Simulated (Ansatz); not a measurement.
Au

Input

```
crystal:
  lattice:
    - [-2.9743917427, 3.3833619228, 1.3391673577]
    - [3.3833619228, -2.9743917427, 1.3391673577]
    - [1.9382920456, 1.9382920456, -0.5901377239]
  atoms:
    - { symbol: Au, position: [0.007314919, 0.992685081, 0.0] }
    - { symbol: Au, position: [0.742685081, 0.257314919, 0.5] }
hamiltonian:
  xc: lda
  pseudopotentials:
    kind: paw_fr
    azcp:
      Au: "pseudopotentials/Au.paw.azcp"
basis:
  ecutwfc: 420
  fft_grid_basis: typed
kpoints:
  mp_grid: { grid: [12, 12, 11], shift: [0, 0, 0] }
magnetization:
  noncollinear: true
  spin_orbit: true
scf:
  occupations: { method: fermi_dirac, width: 0.1 }
output:
  write_density: true
  write_potential: true
  elf: true
  volumetric_format: npy
```

Below, planes, directions and counts refer to the conventional cell (a = 2.74 Å, b = 8.99 Å, c = 2.80 Å, α = 90.00°, β = 90.04°, γ = 90.00°).

Space group Cmcm; set up as Au, beta-Sn type; a generated structure, not necessarily the stable one.

All numbers below come from DFT, LDA (PW92), plane waves (420 eV) with PAW, fully relativistic with spin-orbit coupling (Ansatz).

> What can the converged valence pseudo-density and electron localisation function tell about the bonding?

Au–Au (2.74 Å): ρ at the midpoint is about 0.38 e/Å³; the ELF is about 0.25 at the midpoint: no localised pair shows between them.
Au–Au (2.80 Å): ρ is about 0.33 e/Å³ halfway; the ELF is about 0.25 at the midpoint; no shared electron pair shows on this line.

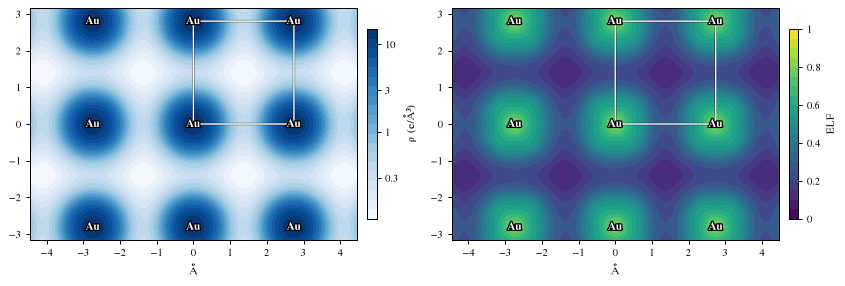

Computed valence pseudo-density and electron localisation function on the (010) plane of the conventional cell, in this order. 

The density is the valence pseudo-density of a PAW calculation; it isn't the true density close to the nuclei.
